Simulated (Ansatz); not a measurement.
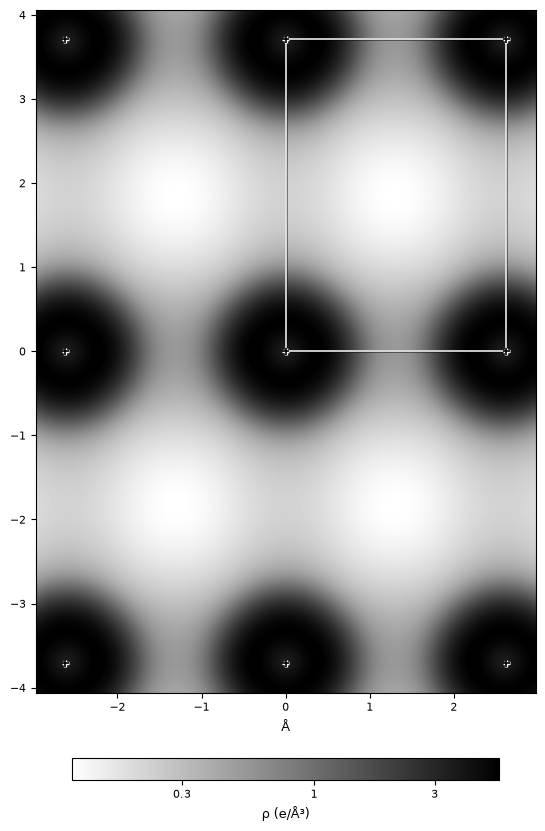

The valence charge density (pseudo) on a plane through atoms (crosses mark nuclei in the plane).

These are results of DFT, r2SCAN, plane waves (500 eV) with PAW, scalar-relativistic in Ansatz, not measurements.

Candidates:
A. W, a = 2.62 Å, b = 2.62 Å, c = 2.62 Å, α = 90.00°, β = 90.00°, γ = 90.00°. Space group Pm-3m; set up as W, simple cubic; a generated structure, not necessarily the stable one.
B. Pd, a = 2.66 Å, b = 4.74 Å, c = 9.25 Å, α = 90.00°, β = 90.00°, γ = 90.26°. Space group C2/c; set up as Pd, beta-Sn type; a generated structure, not necessarily the stable one; changed on purpose from its base cell (volume × 0.96); computed pressure about 8 GPa in this cell.
C. La, a = 3.55 Å, b = 11.68 Å, c = 3.70 Å, α = 90.00°, β = 118.17°, γ = 90.00°. Space group C2/c; set up as La, beta-Sn type; a generated structure, not necessarily the stable one; changed on purpose from its base cell (volume × 0.92); computed pressure about 2 GPa in this cell.

Q: Which candidate gave the map?

A: Candidate A: W on the (101) plane of the conventional cell, which holds W. W–W (2.62 Å): ρ is about 0.53 e/Å³ halfway.
